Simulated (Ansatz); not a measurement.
# Single-point calculation of Ti3O4 (part 2 of 3)

The same run, continued: Ti3O4 (7 atoms in the cell); DFT r2SCAN, scalar-relativistic, plane waves, PAW, spin-polarised (Ansatz 0.2.0); cutoff 500 eV, 4×4×6 k-mesh, Gaussian smearing of 0.1 eV, collinear spins. The structure derives from a Materials Project entry. It belongs to a series of runs on one base structure; here: structure listed in a database for this formula (Cmmm, No. 65).

Geometry of the input (Å; fractional positions):
```
2.9202  -4.0716  0.0000
2.9202  4.0716  0.0000
0.0000  0.0000  3.0142
Ti 0.0000  0.0000  0.5000
Ti 0.5000  -0.0000  0.0000
Ti -0.0000  0.5000  0.0000
O  0.7650  0.7650  0.0000
O  0.2571  0.7429  0.5000
O  0.2350  0.2350  0.0000
O  0.7429  0.2571  0.5000
```

**What the program printed, continued**
```
SCF iter   1: F=-9791.865451 eV  HF=-9797.770767 eV  |F-HF|=5.91e0  |Δ(HF+E_count)|=         —  Δρ=5.72e-2 (↑4.97e-2 ↓5.72e-2)  dr2=8.35e0  dr2_τ=1.18e-1  dr2_m=7.33e-1  M=1.450 μB ∫|m|=1.687 μB  β_m=0.30  ethr=3.10e-3  ⟨swp⟩=6.0  Hψ=8832  notcnv=0
preconditioner: auto → Kerker (q_TF=auto, 2.649 Å⁻¹)  [metal: Δε(μ)=0.043 eV  Ē_g=10.344 eV  σ=0.100 eV  W_gap=0.24  n_scr=30 (ndim 8)  ℏωp=26.3 eV  f_vac=0.002  D(μ)=3.13/eV (n_scr^D=30)]
spin=Collinear: Kerker preconditioning applied to the charge; magnetization (m = ρ↑ − ρ↓) channel mixes plain (no charge-response kernel on spin).
SCF iter   2: F=-9797.021443 eV  HF=-9797.749950 eV  |F-HF|=7.29e-1  |Δ(HF+E_count)|=   2.08e-2  Δρ=3.77e-2 (↑2.96e-2 ↓3.77e-2)  dr2=2.11e0  dr2_τ=5.19e-2  dr2_m=3.87e-1  M=1.395 μB ∫|m|=1.557 μB  β_m=0.30  ethr=3.10e-3  ⟨swp⟩=2.6  Hψ=3841  notcnv=0  defer=116  κ⁻¹=1.0e0(r=1)
SCF iter   3: F=-9797.378555 eV  HF=-9797.887453 eV  |F-HF|=5.09e-1  |Δ(HF+E_count)|=   1.38e-1  Δρ=2.84e-2 (↑2.21e-2 ↓2.84e-2)  dr2=1.41e0  dr2_τ=1.43e-2  dr2_m=2.44e-1  M=1.284 μB ∫|m|=1.413 μB  β_m=0.30  ethr=3.10e-3  ⟨swp⟩=2.2  Hψ=2889  notcnv=0  defer=106  κ⁻¹=3.0e-2(r=2)
SCF iter   4: F=-9797.678643 eV  HF=-9797.900515 eV  |F-HF|=2.22e-1  |Δ(HF+E_count)|=   1.31e-2  Δρ=1.80e-2 (↑1.79e-2 ↓1.80e-2)  dr2=5.96e-1  dr2_τ=5.38e-3  dr2_m=1.62e-1  M=1.183 μB ∫|m|=1.287 μB  β_m=0.30  ethr=2.35e-3  ⟨swp⟩=2.0  Hψ=3072  notcnv=0  defer=105  κ⁻¹=6.5e-3(r=3)
SCF iter   5: F=-9797.875994 eV  HF=-9797.814952 eV  |F-HF|=6.10e-2  |Δ(HF+E_count)|=   8.56e-2  Δρ=1.64e-2 (↑1.64e-2 ↓1.22e-2)  dr2=1.15e-1  dr2_τ=5.10e-3  dr2_m=1.09e-1  M=1.090 μB ∫|m|=1.171 μB  β_m=0.30  ethr=9.93e-4  ⟨swp⟩=2.2  Hψ=3823  notcnv=0  defer=105  κ⁻¹=1.6e-4(r=4)
SCF iter   6: F=-9797.874326 eV  HF=-9797.874919 eV  |F-HF|=5.93e-4  |Δ(HF+E_count)|=   6.00e-2  Δρ=1.10e-2 (↑1.10e-2 ↓1.10e-2)  dr2=6.22e-2  dr2_τ=2.23e-3  dr2_m=6.74e-2  M=1.035 μB ∫|m|=1.105 μB  β_m=0.30  ethr=1.91e-4  ⟨swp⟩=2.1  Hψ=3515  notcnv=0  defer=107  κ⁻¹=1.1e-4(r=5)
SCF iter   7: F=-9797.906886 eV  HF=-9797.892427 eV  |F-HF|=1.45e-2  |Δ(HF+E_count)|=   1.75e-2  Δρ=8.91e-3 (↑7.78e-3 ↓8.91e-3)  dr2=1.20e-2  dr2_τ=9.68e-4  dr2_m=4.30e-2  M=0.987 μB ∫|m|=1.046 μB  β_m=0.30  ethr=1.04e-4  ⟨swp⟩=2.5  Hψ=3519  notcnv=0  defer=109  κ⁻¹=3.2e-5(r=6)
SCF iter   8: F=-9797.900744 eV  HF=-9797.906479 eV  |F-HF|=5.73e-3  |Δ(HF+E_count)|=   1.41e-2  Δρ=8.03e-3 (↑8.03e-3 ↓6.27e-3)  dr2=2.03e-2  dr2_τ=8.91e-4  dr2_m=3.04e-2  M=0.935 μB ∫|m|=0.984 μB  β_m=0.30  ethr=2.00e-5  ⟨swp⟩=2.0  Hψ=4157  notcnv=0  defer=109  κ⁻¹=8.8e-6(r=7)
SCF iter   9: F=-9797.919427 eV  HF=-9797.911137 eV  |F-HF|=8.29e-3  |Δ(HF+E_count)|=   4.66e-3  Δρ=5.61e-3 (↑5.61e-3 ↓5.42e-3)  dr2=3.00e-4  dr2_τ=4.19e-4  dr2_m=1.99e-2  M=0.896 μB ∫|m|=0.939 μB  β_m=1.20  ethr=2.00e-5  ⟨swp⟩=2.1  Hψ=3379  notcnv=0  defer=110
Mixer restart at iter 9: flushing history
spin-set hold released at iteration 9 (site moments contracting): the magnetisation degrees of freedom join the quasi-Newton model from the next iteration; the mixer history was flushed
SCF iter  10: F=-9797.924065 eV  HF=-9797.911355 eV  |F-HF|=1.27e-2  |Δ(HF+E_count)|=   2.18e-4  Δρ=9.11e-4 (↑9.11e-4 ↓8.61e-4)  dr2=2.22e-4  dr2_τ=8.35e-5  dr2_m=4.02e-4  M=0.810 μB ∫|m|=0.834 μB  β_m=1.20  ethr=5.00e-7  ⟨swp⟩=2.9  Hψ=4565  notcnv=0  defer=109  κ⁻¹=1.0e0(r=1)
SCF iter  11: F=-9797.926525 eV  HF=-9797.918082 eV  |F-HF|=8.44e-3  |Δ(HF+E_count)|=   6.73e-3  Δρ=1.05e-3 (↑1.05e-3 ↓9.39e-4)  dr2=2.12e-4  dr2_τ=3.28e-5  dr2_m=5.44e-4  M=0.747 μB ∫|m|=0.765 μB  β_m=1.20  ethr=3.69e-7  ⟨swp⟩=2.0  Hψ=4044  notcnv=0  defer=109  κ⁻¹=8.7e-3(r=2)
SCF iter  12: F=-9797.928767 eV  HF=-9797.922343 eV  |F-HF|=6.42e-3  |Δ(HF+E_count)|=   4.26e-3  Δρ=9.29e-4 (↑9.29e-4 ↓8.10e-4)  dr2=1.92e-4  dr2_τ=2.35e-5  dr2_m=4.06e-4  M=0.680 μB ∫|m|=0.695 μB  β_m=1.20  ethr=3.53e-7  ⟨swp⟩=2.2  Hψ=4025  notcnv=0  defer=108  κ⁻¹=4.5e-4(r=3)
SCF iter  13: F=-9797.931662 eV  HF=-9797.927658 eV  |F-HF|=4.00e-3  |Δ(HF+E_count)|=   5.32e-3  Δρ=7.98e-4 (↑7.98e-4 ↓6.49e-4)  dr2=1.52e-4  dr2_τ=1.62e-5  dr2_m=2.76e-4  M=0.580 μB ∫|m|=0.591 μB  β_m=1.20  ethr=3.19e-7  ⟨swp⟩=2.9  Hψ=4180  notcnv=0  defer=107  κ⁻¹=1.0e-4(r=4)
SCF iter  14: F=-9797.934078 eV  HF=-9797.931919 eV  |F-HF|=2.16e-3  |Δ(HF+E_count)|=   4.26e-3  Δρ=5.29e-4 (↑5.29e-4 ↓3.90e-4)  dr2=9.39e-5  dr2_τ=6.86e-6  dr2_m=1.09e-4  M=0.476 μB ∫|m|=0.484 μB  β_m=1.20  ethr=2.54e-7  ⟨swp⟩=2.9  Hψ=4415  notcnv=0  defer=105  κ⁻¹=7.7e-5(r=5)
SCF iter  15: F=-9797.935534 eV  HF=-9797.934636 eV  |F-HF|=8.98e-4  |Δ(HF+E_count)|=   2.72e-3  Δρ=2.45e-4 (↑2.45e-4 ↓2.01e-4)  dr2=1.90e-5  dr2_τ=1.95e-6  dr2_m=2.72e-5  M=0.386 μB ∫|m|=0.392 μB  β_m=1.20  ethr=1.57e-7  ⟨swp⟩=3.0  Hψ=4365  notcnv=0  defer=107  κ⁻¹=6.2e-5(r=6)
SCF iter  16: F=-9797.935751 eV  HF=-9797.935203 eV  |F-HF|=5.48e-4  |Δ(HF+E_count)|=   5.67e-4  Δρ=3.07e-4 (↑3.07e-4 ↓2.39e-4)  dr2=1.50e-5  dr2_τ=2.76e-6  dr2_m=4.59e-5  M=0.378 μB ∫|m|=0.383 μB  β_m=1.20  ethr=3.17e-8  ⟨swp⟩=2.2  Hψ=3855  notcnv=0  defer=107  κ⁻¹=5.8e-5(r=7)
SCF iter  17: F=-9797.936197 eV  HF=-9797.935918 eV  |F-HF|=2.78e-4  |Δ(HF+E_count)|=   7.15e-4  Δρ=2.11e-4 (↑2.11e-4 ↓1.98e-4)  dr2=3.50e-6  dr2_τ=1.64e-6  dr2_m=2.57e-5  M=0.337 μB ∫|m|=0.342 μB  β_m=1.20  ethr=2.50e-8  ⟨swp⟩=3.0  Hψ=4473  notcnv=0  defer=107  κ⁻¹=3.1e-5(r=8)
SCF iter  18: F=-9797.936379 eV  HF=-9797.936166 eV  |F-HF|=2.13e-4  |Δ(HF+E_count)|=   2.47e-4  Δρ=2.00e-4 (↑2.00e-4 ↓1.52e-4)  dr2=5.15e-6  dr2_τ=1.23e-6  dr2_m=1.95e-5  M=0.324 μB ∫|m|=0.328 μB  β_m=1.20  ethr=5.84e-9  ⟨swp⟩=3.0  Hψ=4495  notcnv=0  defer=106  κ⁻¹=1.7e-3(r=8)
SCF iter  19: F=-9797.936647 eV  HF=-9797.936524 eV  |F-HF|=1.23e-4  |Δ(HF+E_count)|=   3.58e-4  Δρ=1.85e-4 (↑1.85e-4 ↓1.48e-4)  dr2=9.43e-6  dr2_τ=1.00e-6  dr2_m=1.53e-5  M=0.310 μB ∫|m|=0.313 μB  β_m=1.20  ethr=5.84e-9  ⟨swp⟩=3.2  Hψ=5297  notcnv=0  defer=107  κ⁻¹=1.3e-3(r=8)
SCF iter  20: F=-9797.936874 eV  HF=-9797.936838 eV  |F-HF|=3.60e-5  |Δ(HF+E_count)|=   3.13e-4  Δρ=1.42e-4 (↑4.84e-5 ↓1.42e-4)  dr2=1.84e-5  dr2_τ=4.08e-7  dr2_m=4.20e-6  M=0.264 μB ∫|m|=0.270 μB  β_m=1.20  ethr=5.84e-9  ⟨swp⟩=3.7  Hψ=5664  notcnv=0  defer=107  κ⁻¹=7.4e-4(r=8)
SCF iter  21: F=-9797.936914 eV  HF=-9797.936874 eV  |F-HF|=3.93e-5  |Δ(HF+E_count)|=   3.69e-5  Δρ=1.06e-4 (↑5.61e-5 ↓1.06e-4)  dr2=7.30e-6  dr2_τ=2.84e-7  dr2_m=3.38e-6  M=0.257 μB ∫|m|=0.267 μB  β_m=1.20  ethr=5.84e-9  ⟨swp⟩=2.3  Hψ=3837  notcnv=0  defer=108  κ⁻¹=4.0e-4(r=8)
SCF iter  22: F=-9797.936918 eV  HF=-9797.936909 eV  |F-HF|=9.17e-6  |Δ(HF+E_count)|=   3.46e-5  Δρ=1.37e-4 (↑1.37e-4 ↓8.03e-5)  dr2=2.68e-5  dr2_τ=3.94e-7  dr2_m=3.66e-6  M=0.276 μB ∫|m|=0.286 μB  β_m=1.20  ethr=5.84e-9  ⟨swp⟩=3.0  Hψ=4538  notcnv=0  defer=108  κ⁻¹=2.8e-4(r=8)
SCF iter  23: F=-9797.937009 eV  HF=-9797.937009 eV  |F-HF|=3.01e-7  |Δ(HF+E_count)|=   9.96e-5  Δρ=5.89e-5 (↑3.68e-5 ↓5.89e-5)  dr2=9.09e-6  dr2_τ=7.97e-8  dr2_m=2.13e-7  M=0.242 μB ∫|m|=0.298 μB  β_m=1.20  ethr=5.84e-9  ⟨swp⟩=3.5  Hψ=5445  notcnv=0  defer=108  κ⁻¹=2.8e-4(r=8)
SCF iter  24: F=-9797.937017 eV  HF=-9797.937014 eV  |F-HF|=3.37e-6  |Δ(HF+E_count)|=   5.04e-6  Δρ=3.32e-5 (↑1.75e-5 ↓3.32e-5)  dr2=2.03e-6  dr2_τ=2.51e-8  dr2_m=1.14e-7  M=0.243 μB ∫|m|=0.301 μB  β_m=1.20  ethr=5.84e-9  ⟨swp⟩=2.2  Hψ=3200  notcnv=0  defer=108  κ⁻¹=1.0e-4(r=8)
SCF iter  25: F=-9797.937022 eV  HF=-9797.937020 eV  |F-HF|=1.12e-6  |Δ(HF+E_count)|=   6.76e-6  Δρ=1.48e-5 (↑1.16e-5 ↓1.48e-5)  dr2=5.23e-7  dr2_τ=6.00e-9  dr2_m=2.31e-8  M=0.241 μB ∫|m|=0.310 μB  β_m=1.20  ethr=3.38e-9  ⟨swp⟩=2.3  Hψ=3867  notcnv=0  defer=108  κ⁻¹=4.5e-5(r=8)
SCF iter  26: F=-9797.937022 eV  HF=-9797.937022 eV  |F-HF|=3.65e-7  |Δ(HF+E_count)|=   1.34e-6  Δρ=8.88e-6 (↑7.99e-6 ↓8.88e-6)  dr2=2.40e-7  dr2_τ=2.31e-9  dr2_m=1.12e-8  M=0.241 μB ∫|m|=0.313 μB  β_m=1.20  ethr=8.72e-10  ⟨swp⟩=2.1  Hψ=3789  notcnv=0  defer=108  κ⁻¹=2.6e-5(r=8)
SCF iter  27: F=-9797.937022 eV  HF=-9797.937022 eV  |F-HF|=1.68e-7  |Δ(HF+E_count)|=   4.12e-7  Δρ=7.08e-6 (↑7.08e-6 ↓4.36e-6)  dr2=1.12e-7  dr2_τ=1.08e-9  dr2_m=4.36e-9  M=0.242 μB ∫|m|=0.314 μB  β_m=1.20  ethr=4.00e-10  ⟨swp⟩=2.0  Hψ=3600  notcnv=0  defer=108  κ⁻¹=1.6e-5(r=8)
iter 28 did not close the SCF: its close was put off for a magnetic moment that had not settled (scf_convergence_deferred on its scf_iter line)
SCF iter  28: F=-9797.937023 eV  HF=-9797.937022 eV  |F-HF|=4.93e-8  |Δ(HF+E_count)|=   2.95e-7  Δρ=4.46e-6 (↑4.46e-6 ↓1.98e-6)  dr2=2.78e-8  dr2_τ=3.64e-10  dr2_m=2.91e-9  M=0.244 μB ∫|m|=0.312 μB  β_m=1.20  ethr=1.67e-10  ⟨swp⟩=11.1  Hψ=9926  notcnv=0  κ⁻¹=9.8e-6(r=8)
iter 29 did not close the SCF: its close was put off for a magnetic moment that had not settled (scf_convergence_deferred on its scf_iter line)
SCF iter  29: F=-9797.937023 eV  HF=-9797.937023 eV  |F-HF|=3.25e-9  |Δ(HF+E_count)|=   1.49e-7  Δρ=2.00e-6 (↑1.64e-6 ↓2.00e-6)  dr2=1.25e-8  dr2_τ=1.06e-10  dr2_m=9.23e-11  M=0.244 μB ∫|m|=0.313 μB  β_m=1.20  ethr=4.64e-11  ⟨swp⟩=2.2  Hψ=7359  notcnv=0  κ⁻¹=5.5e-6(r=8)
SCF iter  30: F=-9797.937023 eV  HF=-9797.937023 eV  |F-HF|=3.94e-9  |Δ(HF+E_count)|=   1.22e-8  Δρ=7.97e-7 (↑7.83e-7 ↓7.97e-7)  dr2=1.38e-9  dr2_τ=1.59e-11  dr2_m=5.73e-11  M=0.244 μB ∫|m|=0.314 μB  ethr=2.08e-11  ⟨swp⟩=1.5  Hψ=5720  notcnv=0
WARN: the starting moments were not kept: 1 of 3 ended reversed and 2 kept their direction, counting a site from 0.1 of the cell's largest site moment. The largest reversed, site 0 (counted from 0, in the order of the report's site_moments_mub), started with +1.0 μB and closes at -2.5e-2 μB in its sphere. The net magnetisation is 2.4e-1 μB in size, at most 0.1 of the 3 μB that the starting moments add up to as vectors. The SCF closed on another magnetic arrangement than the starting moments describe; that does not show which of the two is lower. To try another start: change the starting moments (crystal.atoms[].spin, magnetization.per_species, magnetization.initial_magnetization, or on a non-collinear deck that types none of these the spinor_matrix: blocks that start its atoms; where the total moment is fixed, keep their sum and leave initial_magnetization as it is; typed ones take the place of any that the run laid by itself, positive ones on a crystal's lanthanoids without a Hubbard term where scf.initial_density.shell_occupations: [] is typed); see also scf.mixing.spin_hold.
SCF 1 converged in 30 iterations: F = -9797.937023 eV  dr2 = 1.38e-9
  greatest PAW one-centre occupation: 1.003 electrons in one spin orbital (limit 2), on the Ti atom at site 0 (counted from 0), in its partial waves of l = 1
```

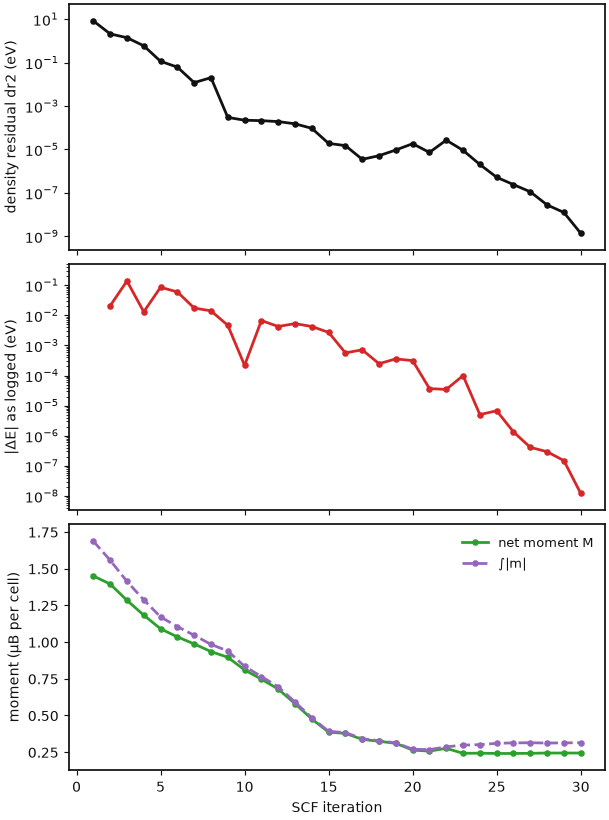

Convergence of the self-consistent field: density residual dr2, size of the energy change and magnetic moment against the SCF iteration. The residual comes down, with one marked jump up, by a factor of about 4, at step 22. The net moment goes from 1.4 to 0.2 μB per cell.
